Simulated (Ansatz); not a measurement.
Cell and atoms:

```cif
data_structure
_symmetry_space_group_name_H-M 'P m -3 m'
_symmetry_Int_Tables_number 221
_cell_length_a 3.7936
_cell_length_b 3.7936
_cell_length_c 3.7936
_cell_angle_alpha 90.000
_cell_angle_beta 90.000
_cell_angle_gamma 90.000
_cell_volume 54.60
loop_
_atom_site_label
_atom_site_type_symbol
_atom_site_symmetry_multiplicity
_atom_site_Wyckoff_symbol
_atom_site_fract_x
_atom_site_fract_y
_atom_site_fract_z
_atom_site_occupancy
Tl1 Tl 1 a 0.00000 0.00000 0.00000 1
Cl1 Cl 1 b 0.50000 0.50000 0.50000 1
```

Summarise the structure in words.

Answer. The structure is one of TlCl. Its lattice is primitive cubic, its space group Pm-3m (No. 221). The arrangement is known as caesium chloride (CsCl, B2) type. Atoms per cell: 2 (1 Tl, 1 Cl). Tl is surrounded by eight Cl in a cubic arrangement at 3.29 Å. Each Cl has eight Tl in a cubic arrangement at 3.29 Å. The bonds build a three-dimensional framework.

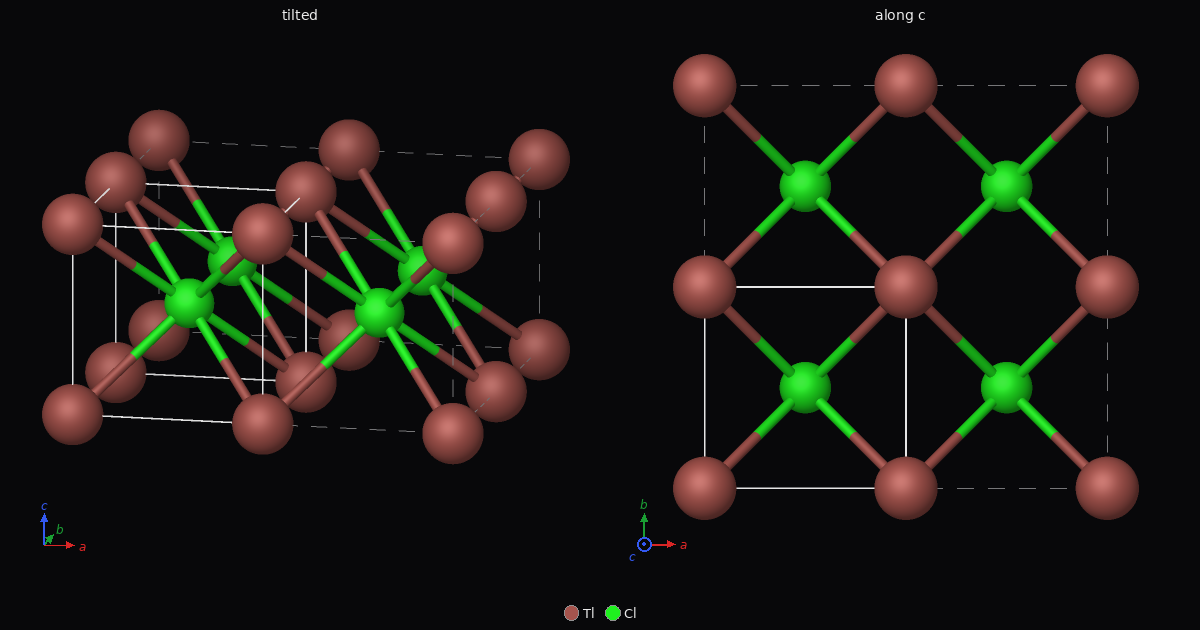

The figure gives a ball-and-stick picture of the atoms, viewed slightly off an axis and along the c axis. The picture spans 2×2×1 cells, one conventional unit cell being drawn with solid lines. Colours: thallium brown, chlorine green.

Provenance: a structure listed in the Materials Project. Earlier steps of the study may have refined or changed the cell and positions. Ansatz was used for an electronic-structure calculation on it.
